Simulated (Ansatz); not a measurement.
# Single-point calculation, with input and output: Zr16O31 (charge +2) (part 2 of 3)

The same run, continued: Zr16O31 (defect cell, 47 atoms in the cell, total charge +2); DFT PBE, scalar-relativistic, plane waves, PAW, spin-polarised (Ansatz 0.2.0); cutoff 420 eV, 2×2×2 k-mesh, Gaussian smearing of 0.05 eV, collinear spins. The structure derives from an entry of the Crystallography Open Database.

**Output, continued**
```
  k-point 0 ↑: bands = ["-37.7628", "-37.6635", "-37.5510", "-37.3644", "-37.1257", "-37.0256", "-36.9784", "-36.9662", "-36.9414", "-36.9317", "-36.9212", "-36.9139", "-36.9085", "-36.8511", "-36.8281", "-36.7950", "-16.1016", "-16.0679", "-16.0007", "-15.9964", "-15.9100", "-15.8802", "-15.8284", "-15.7757", "-15.7265", "-15.7141", "-15.6329", "-15.5958", "-15.5204", "-15.4813", "-15.4325", "-15.4121", "-15.3790", "-15.3660", "-15.3549", "-15.3274", "-15.3146", "-15.2845", "-15.2818", "-15.2568",
      "-15.2467", "-15.1939", "-15.1859", "-15.1828", "-15.1494", "-15.1320", "-15.1042", "-15.0908", "-15.0711", "-15.0531", "-15.0346", "-15.0041", "-14.9891", "-14.9792", "-14.9606", "-14.9244", "-14.9146", "-14.9002", "-14.8905", "-14.8773", "-14.8723", "-14.8563", "-14.8162", "-14.7657", "-7.2079", "-6.6648", "-6.5495", "-6.4363", "-6.3639", "-6.2924", "-6.1545", "-6.0873", "-6.0742", "-5.9946", "-5.9484", "-5.8771", "-5.8249", "-5.8108", "-5.7668", "-5.7389",
      "-5.6719", "-5.5482", "-5.5332", "-5.4923", "-5.4642", "-5.4389", "-5.4088", "-5.3730", "-5.3141", "-5.2903", "-5.2103", "-5.1893", "-5.1257", "-4.9979", "-4.9236", "5.4369", "5.5051", "5.8910", "5.8972", "5.9147", "6.0207", "6.0612", "6.0977", "6.1222", "6.2252", "6.2376", "6.2704", "6.3291", "6.3636", "6.3779", "6.3928", "6.4510", "6.4797", "6.5036", "6.5814", "6.6444", "6.6504", "6.7215", "6.7839", "6.8216",
      "6.9126", "6.9227", "6.9506", "6.9850", "7.0607", "7.1789", "7.1858", "7.2398", "7.2903", "7.4301", "7.5460", "7.5808", "7.6473", "7.6876", "7.6972", "7.7696", "7.8357", "7.8702", "7.9056", "7.9672", "8.0122", "8.0703", "8.1384", "8.1752", "8.2407", "8.3390", "8.3638", "8.4142", "8.4353", "8.4593", "8.4789", "8.5409", "8.5882", "8.6347", "8.6487", "8.6728", "8.7584", "8.8370", "8.8555", "8.9046",
      "8.9190", "8.9869", "9.0248", "9.0420", "9.1000", "9.1277", "9.1502", "9.2220", "9.2877", "9.3966", "9.4090", "9.4498", "9.5004", "9.5233", "9.5407", "9.5582", "9.5847", "9.6194", "9.7035", "9.7900", "9.8100", "9.8375", "9.8464", "9.9724", "10.0116", "10.0379", "10.2356", "10.4369", "11.2123", "13.5283", "13.9304", "14.2482", "14.2661", "14.3981", "14.4977", "14.6661", "14.7667", "14.8191", "14.8908", "14.9644",
      "14.9931", "15.0696", "15.1162", "15.2174", "15.3062", "15.3454", "15.4162", "15.4914", "15.5322", "15.6782", "15.6972", "15.7343", "15.8137", "15.8884", "15.9225", "16.0060", "16.0346", "16.0925", "16.1284", "16.1626", "16.1755", "16.2436", "16.2777", "16.3120", "16.3663", "16.4013", "16.4859", "16.5819", "16.6502", "16.6891", "16.8100", "16.9206", "17.0102", "17.0592", "17.1365", "17.3519"]
  k-point 1 ↑: bands = ["-37.7628", "-37.6635", "-37.5510", "-37.3644", "-37.1257", "-37.0256", "-36.9781", "-36.9664", "-36.9417", "-36.9317", "-36.9213", "-36.9140", "-36.9082", "-36.8511", "-36.8280", "-36.7950", "-16.0986", "-16.0686", "-15.9997", "-15.9953", "-15.9127", "-15.8810", "-15.8282", "-15.7729", "-15.7302", "-15.7123", "-15.6381", "-15.6049", "-15.5251", "-15.4612", "-15.4372", "-15.4183", "-15.4076", "-15.3843", "-15.3680", "-15.3107", "-15.3056", "-15.2857", "-15.2837", "-15.2552",
      "-15.2193", "-15.2063", "-15.1842", "-15.1588", "-15.1246", "-15.1183", "-15.0987", "-15.0821", "-15.0795", "-15.0445", "-15.0218", "-15.0060", "-14.9912", "-14.9742", "-14.9506", "-14.9422", "-14.9260", "-14.9057", "-14.8962", "-14.8897", "-14.8774", "-14.8700", "-14.8193", "-14.7653", "-6.9940", "-6.8185", "-6.6039", "-6.4390", "-6.3653", "-6.3158", "-6.2089", "-6.1326", "-6.0585", "-5.9965", "-5.9724", "-5.9078", "-5.8929", "-5.8629", "-5.8253", "-5.7379",
      "-5.6274", "-5.5182", "-5.4973", "-5.4290", "-5.3984", "-5.3758", "-5.3537", "-5.3239", "-5.3047", "-5.2794", "-5.1741", "-5.1216", "-5.1104", "-5.0677", "-5.0506", "5.6115", "5.7239", "5.7782", "5.8341", "5.8970", "5.9217", "5.9733", "5.9925", "6.0113", "6.1189", "6.1432", "6.1681", "6.2106", "6.3007", "6.3383", "6.4051", "6.4757", "6.5256", "6.5960", "6.6392", "6.6593", "6.7551", "6.7966", "6.8008", "6.8863",
      "6.9336", "6.9886", "7.0576", "7.0888", "7.1529", "7.1701", "7.1978", "7.2170", "7.2788", "7.4326", "7.5204", "7.5343", "7.5633", "7.6094", "7.6752", "7.7660", "7.8035", "7.8619", "7.9128", "7.9424", "8.0808", "8.1547", "8.1923", "8.2228", "8.3179", "8.3314", "8.3596", "8.3780", "8.4179", "8.4525", "8.5026", "8.5569", "8.5835", "8.5964", "8.6320", "8.6796", "8.7789", "8.8625", "8.9237", "8.9523",
      "8.9634", "9.0167", "9.0348", "9.0703", "9.1036", "9.1495", "9.2248", "9.2539", "9.3007", "9.3111", "9.3445", "9.4071", "9.4280", "9.4874", "9.5128", "9.5385", "9.5615", "9.6223", "9.6691", "9.7331", "9.8053", "9.8200", "9.8712", "9.9143", "9.9591", "10.0187", "10.2805", "10.3249", "11.2624", "13.5245", "14.0398", "14.2163", "14.4209", "14.4839", "14.6147", "14.6407", "14.7064", "14.8136", "14.8427", "14.8618",
      "15.0323", "15.1085", "15.2431", "15.2609", "15.3625", "15.3732", "15.4225", "15.5075", "15.5217", "15.6280", "15.6678", "15.6985", "15.7392", "15.8186", "15.8278", "15.8793", "15.9662", "15.9979", "16.0368", "16.0539", "16.1159", "16.1920", "16.2741", "16.4026", "16.4419", "16.5078", "16.6049", "16.6384", "16.6750", "16.6912", "16.7682", "16.8104", "17.1845", "17.2264", "17.2873", "17.3094"]
  k-point 2 ↑: bands = ["-37.7628", "-37.6635", "-37.5510", "-37.3644", "-37.1257", "-37.0254", "-36.9782", "-36.9663", "-36.9414", "-36.9321", "-36.9210", "-36.9144", "-36.9084", "-36.8510", "-36.8279", "-36.7949", "-16.0982", "-16.0685", "-16.0103", "-15.9818", "-15.9148", "-15.8901", "-15.8369", "-15.7596", "-15.7330", "-15.7126", "-15.6391", "-15.5910", "-15.5090", "-15.4759", "-15.4439", "-15.4202", "-15.3954", "-15.3864", "-15.3750", "-15.3314", "-15.3242", "-15.3073", "-15.2680", "-15.2324",
      "-15.2267", "-15.1977", "-15.1667", "-15.1450", "-15.1331", "-15.1081", "-15.1011", "-15.0790", "-15.0721", "-15.0403", "-15.0261", "-15.0133", "-14.9874", "-14.9749", "-14.9512", "-14.9404", "-14.9244", "-14.9084", "-14.8910", "-14.8840", "-14.8836", "-14.8596", "-14.8357", "-14.7831", "-6.9170", "-6.8019", "-6.6354", "-6.5045", "-6.4204", "-6.3646", "-6.2101", "-6.1258", "-6.0081", "-5.9709", "-5.9311", "-5.9080", "-5.8655", "-5.7983", "-5.7899", "-5.7589",
      "-5.6773", "-5.5661", "-5.5146", "-5.4851", "-5.4231", "-5.3871", "-5.3530", "-5.3224", "-5.2987", "-5.2838", "-5.2002", "-5.1142", "-5.0707", "-5.0533", "-5.0038", "5.7321", "5.8049", "5.8220", "5.8524", "5.8932", "5.9285", "5.9770", "6.0087", "6.0255", "6.0659", "6.1744", "6.1973", "6.2328", "6.2988", "6.3363", "6.3471", "6.3756", "6.4682", "6.5749", "6.6284", "6.6584", "6.6946", "6.7332", "6.7664", "6.8720",
      "6.8759", "6.9744", "7.0472", "7.0898", "7.0919", "7.1363", "7.1742", "7.2359", "7.2816", "7.3399", "7.4097", "7.5589", "7.6012", "7.6551", "7.8122", "7.8408", "7.9150", "7.9387", "7.9554", "8.0140", "8.0433", "8.0809", "8.0917", "8.1614", "8.2339", "8.3721", "8.4015", "8.4378", "8.4769", "8.5057", "8.5156", "8.5690", "8.5947", "8.6499", "8.7121", "8.7717", "8.7934", "8.8228", "8.8720", "8.8992",
      "8.9134", "8.9723", "9.0038", "9.0403", "9.0755", "9.1381", "9.1847", "9.2231", "9.2361", "9.2831", "9.3395", "9.3895", "9.4175", "9.4614", "9.4973", "9.5698", "9.6018", "9.6582", "9.7117", "9.7546", "9.7887", "9.8741", "9.9219", "10.0062", "10.0411", "10.1229", "10.1531", "10.1791", "11.2626", "13.5588", "13.9775", "14.1530", "14.2925", "14.4568", "14.5682", "14.7720", "14.7926", "14.8206", "14.8751", "14.9724",
      "15.0491", "15.0660", "15.1503", "15.2381", "15.3119", "15.3708", "15.4244", "15.4952", "15.5161", "15.6178", "15.6723", "15.7214", "15.7939", "15.8123", "15.8529", "15.9079", "15.9475", "16.0716", "16.1419", "16.1524", "16.1761", "16.1944", "16.3316", "16.4189", "16.4462", "16.4733", "16.5331", "16.5740", "16.6210", "16.7198", "16.7864", "16.8949", "17.0210", "17.0229", "17.2053", "17.2767"]
  k-point 7 ↓: bands = ["-37.7628", "-37.6635", "-37.5510", "-37.3644", "-37.1257", "-37.0254", "-36.9772", "-36.9673", "-36.9379", "-36.9347", "-36.9255", "-36.9136", "-36.9060", "-36.8511", "-36.8279", "-36.7946", "-16.1033", "-16.0724", "-16.0179", "-15.9837", "-15.9025", "-15.8846", "-15.8386", "-15.7648", "-15.7289", "-15.7111", "-15.6448", "-15.5828", "-15.5042", "-15.4891", "-15.4538", "-15.4048", "-15.3986", "-15.3780", "-15.3568", "-15.3322", "-15.3016", "-15.2888", "-15.2809", "-15.2614",
      "-15.2354", "-15.1969", "-15.1893", "-15.1489", "-15.1334", "-15.1150", "-15.0909", "-15.0714", "-15.0624", "-15.0348", "-15.0263", "-15.0078", "-14.9940", "-14.9586", "-14.9535", "-14.9423", "-14.9255", "-14.9178", "-14.9015", "-14.8874", "-14.8680", "-14.8609", "-14.8465", "-14.7847", "-6.8413", "-6.7127", "-6.6332", "-6.4878", "-6.4398", "-6.3076", "-6.2430", "-6.2081", "-6.1333", "-6.0661", "-6.0377", "-5.9640", "-5.8408", "-5.7937", "-5.7743", "-5.7428",
      "-5.6402", "-5.6042", "-5.4997", "-5.4697", "-5.3894", "-5.3810", "-5.3440", "-5.3029", "-5.2944", "-5.2425", "-5.1933", "-5.0779", "-5.0595", "-5.0373", "-4.9921", "5.4213", "5.6797", "5.8131", "5.8608", "5.9324", "5.9966", "6.0398", "6.0875", "6.1144", "6.1694", "6.2395", "6.2832", "6.3135", "6.3528", "6.3654", "6.4548", "6.4814", "6.5098", "6.5179", "6.5785", "6.6880", "6.7349", "6.7871", "6.7934", "6.8598",
      "6.9177", "6.9601", "6.9772", "7.0390", "7.0598", "7.1202", "7.1676", "7.2418", "7.3132", "7.3396", "7.3890", "7.4472", "7.5217", "7.6310", "7.6820", "7.7549", "7.7975", "7.8410", "7.9027", "7.9473", "7.9490", "8.0279", "8.0612", "8.0935", "8.2238", "8.2713", "8.3051", "8.3657", "8.3740", "8.4433", "8.5254", "8.5418", "8.5786", "8.6251", "8.7335", "8.7983", "8.7999", "8.8443", "8.9150", "8.9484",
      "8.9954", "9.0239", "9.0568", "9.1325", "9.1590", "9.2014", "9.2188", "9.2708", "9.2905", "9.3169", "9.3665", "9.4253", "9.4884", "9.4962", "9.5470", "9.5833", "9.6315", "9.6831", "9.7066", "9.7449", "9.7991", "9.8620", "9.9062", "9.9508", "10.0132", "10.0926", "10.1302", "10.3704", "11.3133", "13.4779", "13.9135", "14.1502", "14.4132", "14.5080", "14.6696", "14.7365", "14.7993", "14.8697", "14.9173", "15.0183",
      "15.0933", "15.1144", "15.1604", "15.1842", "15.2480", "15.2840", "15.4233", "15.4304", "15.5793", "15.6406", "15.6954", "15.7076", "15.7741", "15.8108", "15.8402", "15.9059", "15.9448", "15.9661", "16.0296", "16.0802", "16.1870", "16.2735", "16.4119", "16.4638", "16.5002", "16.5513", "16.5979", "16.6225", "16.6488", "16.7052", "16.8210", "16.8736", "16.9114", "16.9772", "17.0994", "17.1611"]
--- Löwdin populations: 47 sites ---
  site symbol       q [e]    m [muB]
     0     Zr     10.5891    -0.0000
     1     Zr     10.5168    -0.0000
     2     Zr     10.5157    -0.0000
     3     Zr     10.5177    -0.0000
     4     Zr     10.5137    -0.0000
     5     Zr     10.5969    -0.0000
     6     Zr     10.5177    -0.0000
     7     Zr     10.5237    -0.0000
     8     Zr     10.5154    -0.0000
     9     Zr     10.5875    -0.0000
    10     Zr     10.5160    -0.0000
    11     Zr     10.5130    -0.0000
    12     Zr     10.5207    -0.0000
    13     Zr     10.5073    -0.0000
    14     Zr     10.5998    -0.0000
    15     Zr     10.5159    -0.0000
    16      O      6.6799     0.0000
    17      O      6.6793     0.0000
    18      O      6.6769     0.0000
    19      O      6.6665     0.0000
    20      O      6.6745     0.0000
    21      O      6.6603     0.0000
    22      O      6.6750     0.0000
    23      O      6.6702     0.0000
    24      O      6.6686     0.0000
    25      O      6.6727     0.0000
    26      O      6.6750     0.0000
    27      O      6.6776     0.0000
    28      O      6.6728     0.0000
    29      O      6.6763     0.0000
    30      O      6.6734     0.0000
    31      O      6.6072     0.0000
    32      O      6.5719     0.0000
    33      O      6.6298     0.0000
    34      O      6.6268     0.0000
    35      O      6.6127     0.0000
    36      O      6.6161     0.0000
    37      O      6.6236     0.0000
    38      O      6.6224     0.0000
    39      O      6.6182     0.0000
    40      O      6.6092     0.0000
    41      O      6.6275     0.0000
    42      O      6.6310     0.0000
    43      O      6.6271     0.0000
    44      O      6.5922     0.0000
    45      O      6.5815     0.0000
    46      O      6.6036     0.0000
  spilling = 0.004078 (of n_electrons = 376.000000)
--- Bader charges: 47 sites ---
  site symbol  charge [e]  shift [e]    m [muB]
     0     Zr      2.5015     0.0002     0.0000
     1     Zr      2.6208     0.0002     0.0000
     2     Zr      2.6247     0.0002     0.0000
     3     Zr      2.6250     0.0002     0.0000
     4     Zr      2.6223     0.0002     0.0000
     5     Zr      2.4873     0.0002     0.0000
     6     Zr      2.6282     0.0002     0.0000
     7     Zr      2.6134     0.0002     0.0000
     8     Zr      2.6227     0.0002     0.0000
     9     Zr      2.5210     0.0005     0.0000
    10     Zr      2.6266     0.0002     0.0000
    11     Zr      2.6236     0.0001     0.0000
    12     Zr      2.6208     0.0002     0.0000
    13     Zr      2.6254     0.0001     0.0000
    14     Zr      2.4991     0.0004     0.0000
    15     Zr      2.6227     0.0002     0.0000
    16      O     -1.3062     0.0003     0.0000
    17      O     -1.3056     0.0003     0.0000
    18      O     -1.3064     0.0003     0.0000
    19      O     -1.2973     0.0003     0.0000
    20      O     -1.3044     0.0003     0.0000
    21      O     -1.2925     0.0003     0.0000
    22      O     -1.3034     0.0003     0.0000
    23      O     -1.2972     0.0003     0.0000
    24      O     -1.3289     0.0002     0.0000
    25      O     -1.3022     0.0003     0.0000
    26      O     -1.3184     0.0003     0.0000
    27      O     -1.3288     0.0003     0.0000
    28      O     -1.3197     0.0002     0.0000
    29      O     -1.3036     0.0003     0.0000
    30      O     -1.3025     0.0003     0.0000
    31      O     -1.2350     0.0005     0.0000
    32      O     -1.2038     0.0005     0.0000
    33      O     -1.2583     0.0004     0.0000
    34      O     -1.2518     0.0005     0.0000
    35      O     -1.2384     0.0005     0.0000
    36      O     -1.2440     0.0005     0.0000
    37      O     -1.2539     0.0005     0.0000
    38      O     -1.2479     0.0005     0.0000
    39      O     -1.2437     0.0005     0.0000
    40      O     -1.2646     0.0005     0.0000
    41      O     -1.2576     0.0005     0.0000
    42      O     -1.2539     0.0004     0.0000
    43      O     -1.2530     0.0005     0.0000
    44      O     -1.2202     0.0005     0.0000
    45      O     -1.2097     0.0004     0.0000
    46      O     -1.2322     0.0005     0.0000
  estimated error of the sums over rays = 4.5e-4 e
```

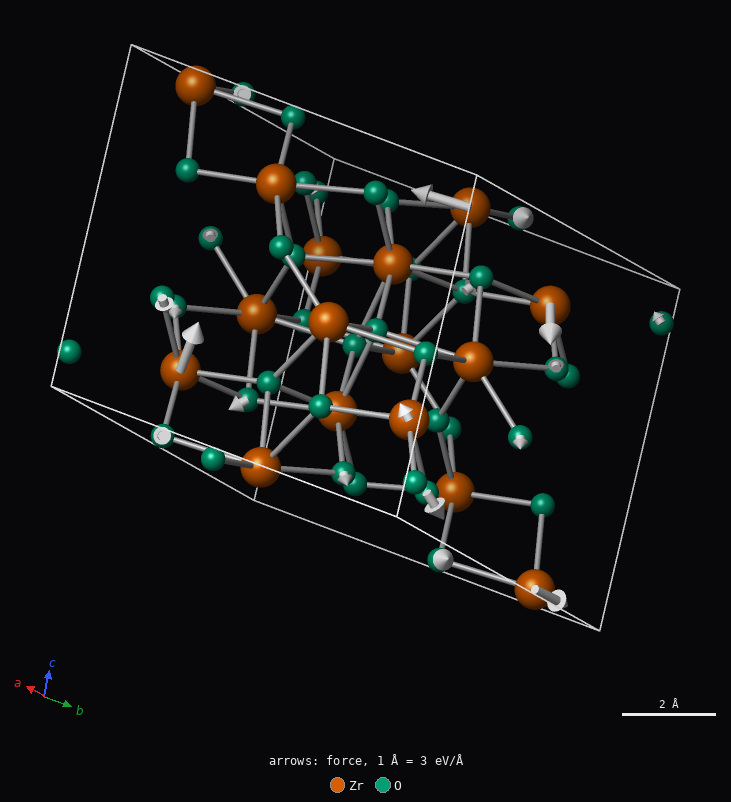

Figure 1. Forces on the atoms as white arrows (ball-and-stick view of the cell of the calculation, seen at an oblique angle); the smallest are left out. The largest act on Zr10 (4.15 eV/Å); Zr6 (4.13 eV/Å); Zr1 (3.78 eV/Å); Zr15 (3.64 eV/Å), among others. Atoms are counted from 1 in the order of the input and aren't labelled in the picture. The geometry is not a stationary point of this energy.
